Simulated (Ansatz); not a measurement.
**Tl: densities and their changes**

Space group P6_3/mmc; the calculation finds a residual pressure of about 2 GPa at this fixed cell.

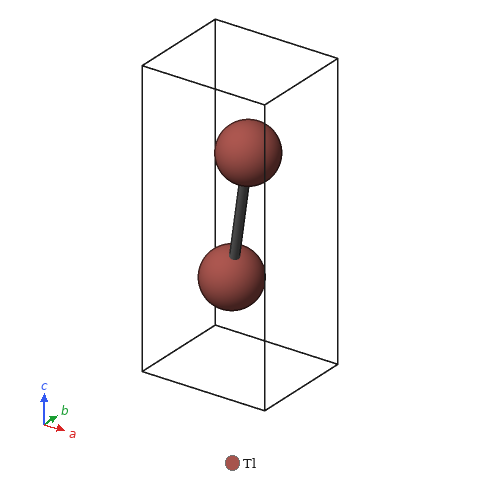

The conventional cell.

Input

```
crystal:
  lattice:
    - [3.456, 0.0, 0.0]
    - [-1.728, 2.9929837955, 0.0]
    - [0.0, 0.0, 5.525]
  atoms:
    - { symbol: Tl, position: [0.3333333333, 0.6666666667, 0.25] }
    - { symbol: Tl, position: [0.6666666667, 0.3333333333, 0.75] }
basis:
  ecutwfc: 500
  fft_grid_basis: typed
kpoints:
  mp_grid: { grid: [12, 12, 6] }
hamiltonian:
  xc: r2scan
  pseudopotentials: { kind: paw }
scf:
  occupations: { method: gaussian, width: 0.05 }
output:
  forces: true
  stress: true
  eigenvalues: true
  bader: true
  write_density: true
  volumetric_format: npy
  elf: true
```

Run with:

```sh
ansatz run input.yaml --threads 1 --pin off --max-ram 2560MiB --backend cpu --events-out ev --progress --plain --runs-dir out
```

The picture shows the conventional cell (a = 3.46 Å, b = 3.46 Å, c = 5.53 Å, α = 90.00°, β = 90.00°, γ = 120.00°).

All numbers below come from DFT r2SCAN, scalar-relativistic, plane waves, PAW (Ansatz 0.2.0).

Core electrons are frozen (PAW), so the maps are meaningful between the atoms, not at the nuclei.

### 1. Bonding charge

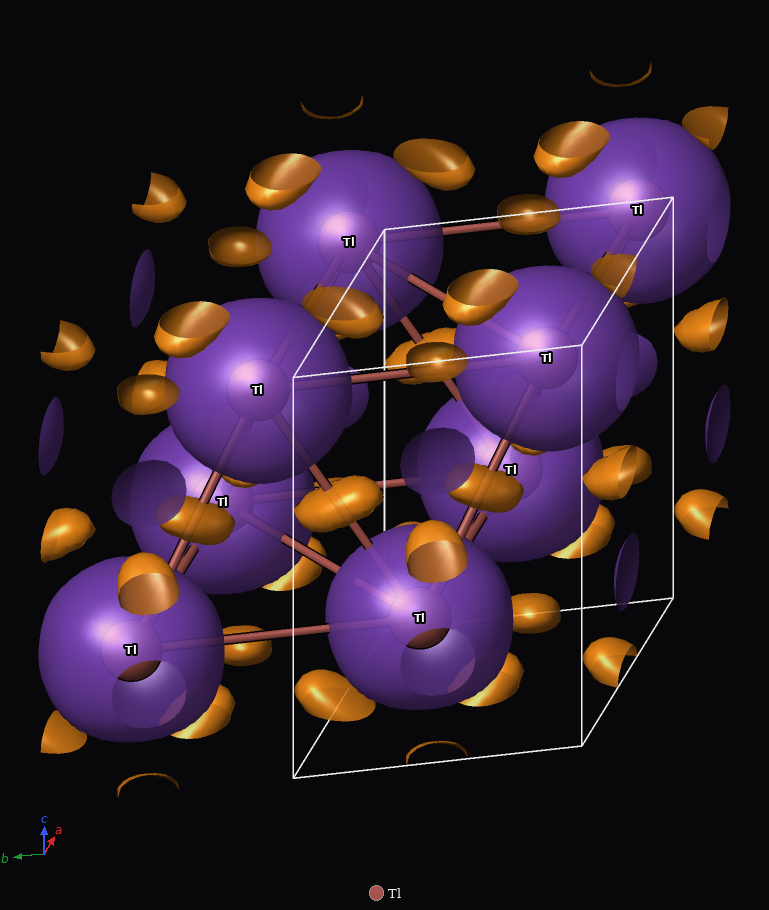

Deformation density (self-consistent density less superposed neutral spherical atoms): orange surfaces at +0.008 and purple ones at −0.008 e/Å³, in the conventional cell, repeated, seen at an oblique angle (the regions close to the nuclei are left out). Cores are masked to 0.9 Å (Tl).

> What does the deformation density say about the bonding?

Tl–Tl (3.41 Å): Δρ is +0.010 e/Å³ at the midpoint.
- Over the whole cell, outside the masked cores, the largest gain, 0.010 e/Å³, lies 1.7 Å from a thallium nucleus, and the largest loss lies at the edge of the masked core of Tl.
- The rearranged charge, half the integral of |Δρ|, is about 0.09 e an atom.

### 2. States by energy

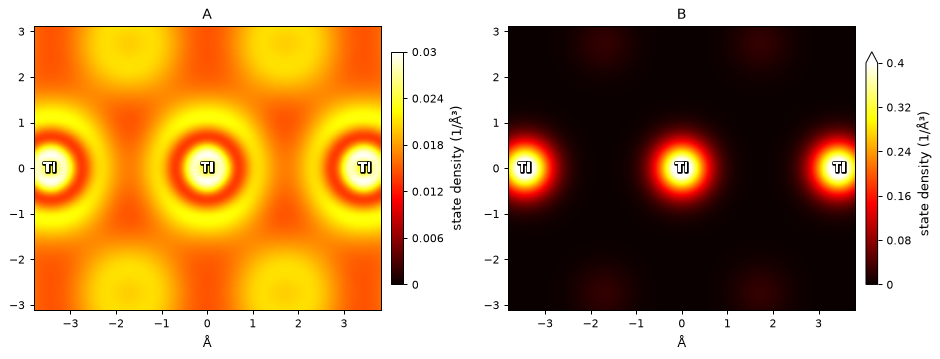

Tl: densities of the states in two energy windows, on the (010) plane of the conventional cell.

> The windows, about the Fermi level, are −12.6 to −11.6 eV and −1.2 to 0.0 eV. Which panel shows which?

Panel A: −1.2 to 0.0 eV, the filled states just under the Fermi level, mainly Tl 6p (80 %) and Tl 6s (20 %).
Panel B: −12.6 to −11.6 eV, a separate group of bands, mainly Tl 5d (over 95 %).
The characters are Löwdin shares on a minimal set of atomic orbitals.

### 3. Change of volume

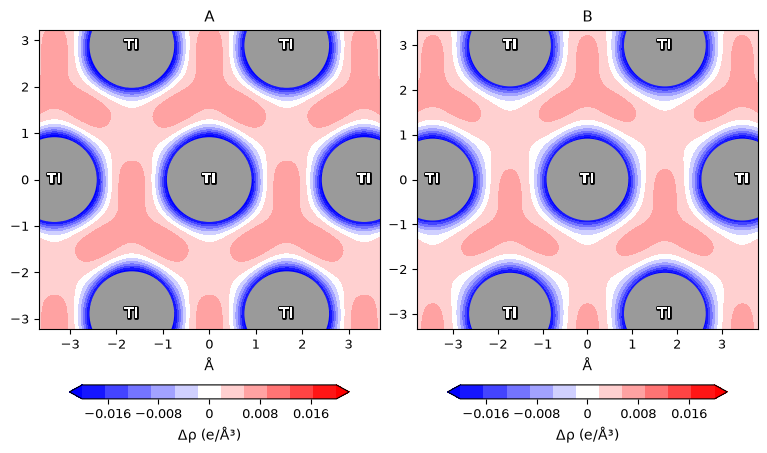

Tl: deformation density on the (001) plane of the conventional cell at two volumes, with the same fractional coordinates and one colour scale. Grey discs cover the cores. Panel A has 90 % of the volume of panel B.

> What changes between the database cell and the scaled one?

From B to A, Tl–Tl goes from 3.41 to 3.29 Å, and Δρ at its midpoint from +0.010 to +0.012 e/Å³.
- The pressure is 2.0 GPa in B and 7.8 GPa in A.
- The rearranged charge is 0.09 e an atom in B and 0.10 e in A.

### 4. Putting it together

The two pressures give a mean stiffness −ΔP/Δln V of about 55 GPa over this range, with the atoms held at their fractional positions.
